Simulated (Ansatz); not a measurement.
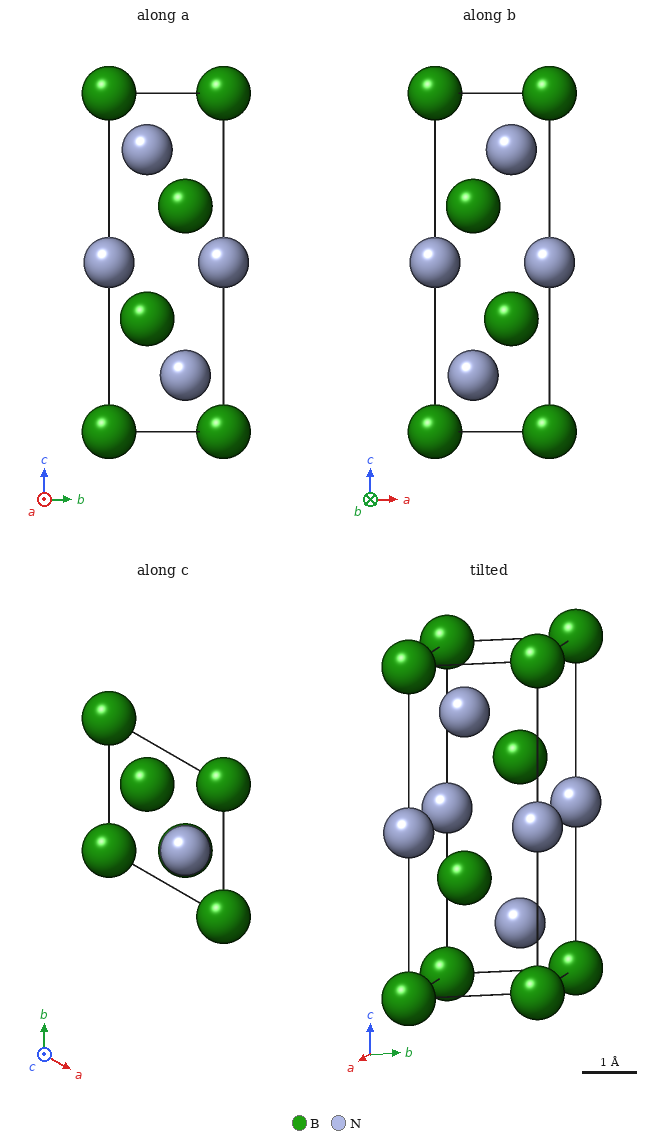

Spheres-only drawing of the structure, looking along the a axis, along the b axis, along the c axis and slightly off an axis. One conventional unit cell is framed, with atoms on its boundary repeated.

Lattice parameters: a = 2.4690 Å, b = 2.4690 Å, c = 6.3187 Å, α = 90.000°, β = 90.000°, γ = 120.000°.

Turn the picture into a CIF in P1 with every atom of the cell.

```cif
data_structure
_symmetry_space_group_name_H-M 'P 1'
_symmetry_Int_Tables_number 1
_cell_length_a 2.4690
_cell_length_b 2.4690
_cell_length_c 6.3187
_cell_angle_alpha 90.000
_cell_angle_beta 90.000
_cell_angle_gamma 120.000
_cell_volume 33.36
loop_
_atom_site_label
_atom_site_type_symbol
_atom_site_fract_x
_atom_site_fract_y
_atom_site_fract_z
_atom_site_occupancy
B1 B 0.0000 0.0000 0.0000 1
N1 N 0.6667 0.3333 0.8333 1
B2 B 0.6667 0.3333 0.3333 1
N2 N 0.3333 0.6667 0.1667 1
B3 B 0.3333 0.6667 0.6667 1
N3 N 0.0000 0.0000 0.5000 1
```

Origin of the cell: a structure type filled with these elements by a generator (whether the compound takes this form wasn't checked). The cell was then strained or its atoms displaced on purpose. It was the input of a calculation with Ansatz.

At this level of theory the cell isn't at rest (stretched, at -24 GPa), so its distances can differ from those at equilibrium, the more so the softer the solid.
